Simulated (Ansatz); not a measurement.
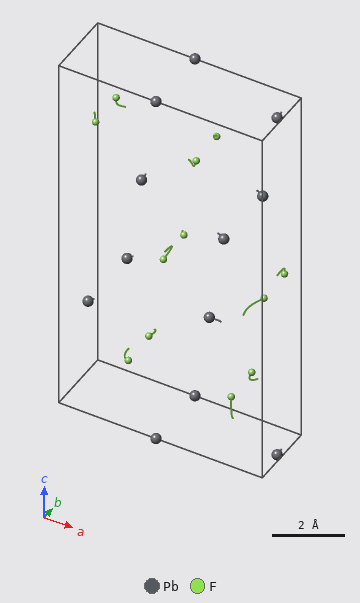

First-principles dynamics of an 18-atom cell of PbF2 (set up in Aea2), 70 fs long. Lines trace each atom's path, in the colour of its element; spheres stand at the starting positions. Seen slightly off an axis in the simulation cell.

Computed with DFT PBE+D3(BJ), scalar-relativistic, plane waves, PAW in Ansatz 0.2.0. Set-up: plane-wave cutoff 420 eV; k-point mesh 2 × 2 × 2; Fermi-Dirac smearing 0.103 eV; volume 1.04 times that of the relaxed crystal; Nosé-Hoover thermostat (NVT); set temperature 1200 K; time step 2 fs.

The input:
```yaml
crystal:
  lattice:
    - [0.0, 0.0, 6.1018234307]
    - [-6.1033289855, 0.0, 0.0]
    - [0.0, -9.1246655647, -3.0509117153]
  atoms:
    - { symbol: Pb, position: [0.3108123333, 0.5, 0.6666666667] }
    - { symbol: Pb, position: [0.977479, 0.5, 1.0] }
    - { symbol: Pb, position: [0.6441456667, 0.5, 0.3333333333] }
    - { symbol: Pb, position: [0.8108123333, 0.0, 0.6666666667] }
    - { symbol: Pb, position: [0.477479, 0.0, 1.0] }
    - { symbol: Pb, position: [0.1441456667, 0.0, 0.3333333333] }
    - { symbol: F, position: [0.9636466667, 0.235227, 0.4950193333] }
    - { symbol: F, position: [0.6303133333, 0.235227, 0.8283526667] }
    - { symbol: F, position: [0.29698, 0.235227, 0.161686] }
    - { symbol: F, position: [0.135294, 0.764773, 0.838314] }
    - { symbol: F, position: [0.8019606667, 0.764773, 0.1716473333] }
    - { symbol: F, position: [0.4686273333, 0.764773, 0.5049806667] }
    - { symbol: F, position: [0.1303133333, 0.264773, 0.8283526667] }
    - { symbol: F, position: [0.79698, 0.264773, 0.161686] }
    - { symbol: F, position: [0.4636466667, 0.264773, 0.4950193333] }
    - { symbol: F, position: [0.9686273333, 0.735227, 0.5049806667] }
    - { symbol: F, position: [0.635294, 0.735227, 0.838314] }
    - { symbol: F, position: [0.3019606667, 0.735227, 0.1716473333] }
basis:
  ecutwfc: 420
kpoints:
  mp_grid: { grid: [2, 2, 2], shift: [0.5, 0.5, 0.5] }
hamiltonian:
  xc: pbe
  dispersion: d3bj
scf:
  occupations: { method: fermi_dirac, width: 0.1034 }
  lower_state_search: "off"
  convergence: { dr2_threshold: 1.0e-07 }
output:
  forces: true
  stress: true
md:
  timestep: 2.0
  n_steps: 35
  ensemble: nvt_nose_hoover
  temperature: 1200.0
  initial_velocities: maxwell_boltzmann
  seed: 6761
```

Run as
```bash
ansatz run input.yaml --threads 4 --pin off --max-ram 5120MiB --backend cpu --events-out ev --progress --plain --runs-dir out
```

### How do the atoms move?

In the second half of the run the atoms are, in the root-mean-square, this far from where they began (common drift taken out): F 0.37 Å, Pb 0.20 Å. The run lasts only 70 fs, too short to tell vibration from diffusion.

Cost: 110 s on 4 threads of Intel(R) Xeon(R) Platinum 8488C (Sapphire Rapids), with other jobs on the host, peak memory 1 GiB.
